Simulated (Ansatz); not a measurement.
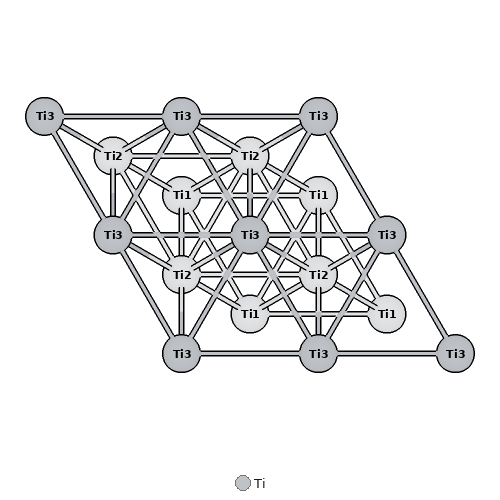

The system is C on a Ti(111) slab cut from the Fm-3m phase, its upper half relaxed before the scan (3 atoms of substrate and one adsorbate in a 1 × 1 cell); the picture shows it without the atoms that are moved over the map. 
- C is moved over the surface cell; relaxed at each place: the height of the adsorbate's atoms; substrate rigid; the origin of the map has the adsorbate above Ti3.
- Places are given modulo a cell vector. The map is drawn in real space over the plane of the surface.
- Grid: 6 × 6 points; 10 points were computed and 26 follow by symmetry.
- All energies are given in eV relative to the lowest grid point.
- With one adsorbate in each 1 × 1 cell, its nearest image is 2.9 Å away, so neighbouring adsorbates interact.
- Theory: DFT PBE, scalar-relativistic, plane waves, PAW (Ansatz 0.2.0). Settings: cutoff 420 eV, k-mesh 9×9×1, gaussian smearing 0.1 eV, no spin polarisation.

Range: position of C4 along the first surface vector from 0.000 to 0.833; position of C4 along the second surface vector from 0.000 to 0.833.

### What landscape does the calculation give?

The lowest grid point is at a threefold hollow over a second-layer Ti atom, (2/6, 4/6) of the cell vectors. A higher local minimum lies near a threefold hollow over a third-layer Ti atom, (4/6, 2/6) of the cell vectors (0.09 eV above the lowest at that grid point). The highest grid point, the top site over a surface Ti atom, (0/6, 0/6) of the cell vectors, lies 2.54 eV above the lowest. On the interpolated surface the easiest way out of the lowest well to the well at a threefold hollow over a third-layer Ti atom, (4/6, 2/6) of the cell vectors passes a barrier of about 0.57 eV. At the lowest point the adsorbate has 3 Ti at 1.90 Å as nearest neighbours, at the highest 1 Ti at 1.98 Å. Its relaxed height above the top atom is 0.88 Å at the lowest and 1.98 Å at the highest point.

| second ↓, first → | 0/6 | 1/6 | 2/6 | 3/6 | 4/6 | 5/6 |
| --- | --- | --- | --- | --- | --- | --- |
| 5/6 | 2.28 | 1.82 | 0.84 | 0.84 | 1.82 | 2.28 |
| 4/6 | 1.53 | 0.84 | 0.00 | 0.84 | 1.53 | 1.79 |
| 3/6 | 0.57 | 0.84 | 0.84 | 0.57 | 0.83 | 0.83 |
| 2/6 | 1.53 | 1.82 | 1.53 | 0.83 | 0.09 | 0.83 |
| 1/6 | 2.28 | 2.28 | 1.79 | 0.83 | 0.83 | 1.79 |
| 0/6 | 2.54 | 2.28 | 1.53 | 0.57 | 1.53 | 2.28 |

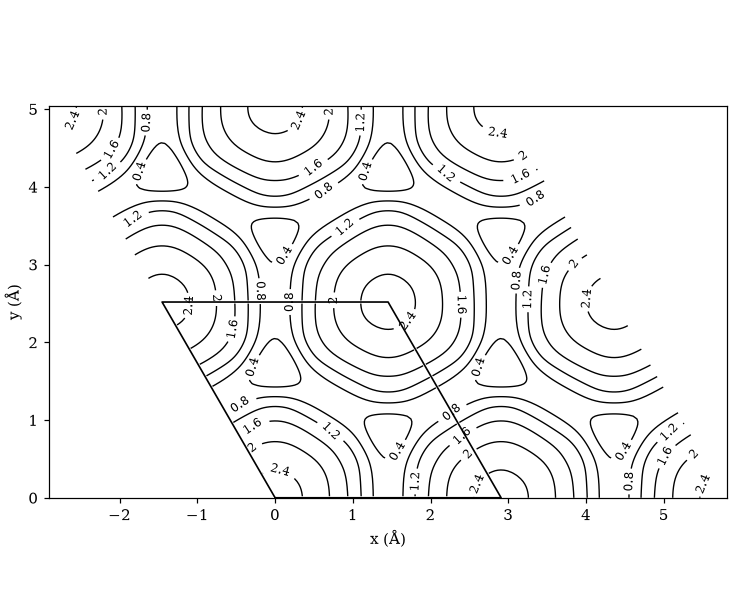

In the figure: contour lines labelled in eV, the outline of one cell of the 2 × 2 shown. Between grid points the surface is interpolated.

Each point was launched as `ansatz run input.yaml --threads 1 --pin off --max-ram 3072MiB --backend cpu --events-out ev --progress --plain --runs-dir out`. Time for the 10 points that were run: 8.4 min on 1 thread of Arm Neoverse V2, with other jobs on the host.

PAW datasets: the set soft_1.
